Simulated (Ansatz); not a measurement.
The calculation's input:

```
accuracy: low
crystal:
  lattice:
    - [0.0, 5.43, 5.43]
    - [5.43, 0.0, 5.43]
    - [5.43, 5.43, 0.0]
  atoms:
    - { symbol: Si, position: [0.0, 0.0, 0.0] }
    - { symbol: Si, position: [0.125, 0.125, 0.125] }
    - { symbol: Si, position: [0.0, 0.0, 0.5] }
    - { symbol: Si, position: [0.125, 0.125, 0.625] }
    - { symbol: Si, position: [0.0, 0.5, 0.0] }
    - { symbol: Si, position: [0.125, 0.625, 0.125] }
    - { symbol: Si, position: [0.0, 0.5, 0.5] }
    - { symbol: Si, position: [0.125, 0.625, 0.625] }
    - { symbol: Si, position: [0.5, 0.0, 0.0] }
    - { symbol: Si, position: [0.625, 0.125, 0.125] }
    - { symbol: Si, position: [0.5, 0.0, 0.5] }
    - { symbol: Si, position: [0.625, 0.125, 0.625] }
    - { symbol: Si, position: [0.5, 0.5, 0.0] }
    - { symbol: Si, position: [0.625, 0.625, 0.125] }
    - { symbol: Si, position: [0.5, 0.5, 0.5] }
    - { symbol: Si, position: [0.625, 0.625, 0.625] }
    - { symbol: "N", position: [0.3657586, 0.8895795, 0.8695717], spin: 1.0 }
magnetization:
  spin_polarized: true
basis:
  ecutwfc: 420.0
kpoints:
  mp_grid: { grid: [2, 2, 2] }
hamiltonian:
  xc: pbe
  pseudopotentials: { kind: paw, azcp: { folder: soft_1 } }
scf:
  occupations: { method: fermi_dirac, width: 0.05 }
  lower_state_search: "off"
relax:
  f_tol: 0.08
  max_steps: 25
  adjacent_minimum: "off"
output:
  write_density: true
  write_potential: true
  elf: true
  volumetric_format: npy
```

Run with:

```sh
ansatz run input.yaml --threads 1 --pin off --max-ram 3072MiB --backend cpu --events-out ev --progress --plain --runs-dir out
```

The fields are those of the relaxed geometry.

PAW files of the earlier set (soft_1); the program warned that a starting moment wasn't kept; spin-polarised, but the moments vanished.

Level of theory: DFT PBE, scalar-relativistic, plane waves, PAW in Ansatz.

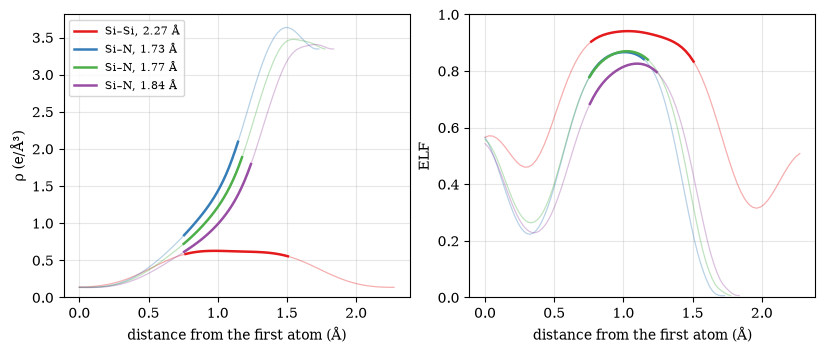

Si16N (cell with a defect). Valence electron density and ELF along straight lines between neighbouring atoms. Thin, pale parts lie inside the atomic spheres.

Core electrons are frozen (PAW), and the valence fields are smoothed inside the atomic spheres.

Q: What can be read from the curves?

A: Si–Si (2.27 Å): the density is about 0.62 e/Å³ at the midpoint; the ELF peaks at about 0.95 between the atoms.
Si–N (1.73 Å): ρ is about 1.1 e/Å³ halfway; the ELF peaks at about 0.85 between the atoms.
Si–N (1.77 Å): ρ at the midpoint is about 0.96 e/Å³; the ELF peaks at about 0.85 between the atoms.
Si–N (1.84 Å): the density is about 0.84 e/Å³ at the midpoint; the ELF peaks at about 0.85 between the atoms.
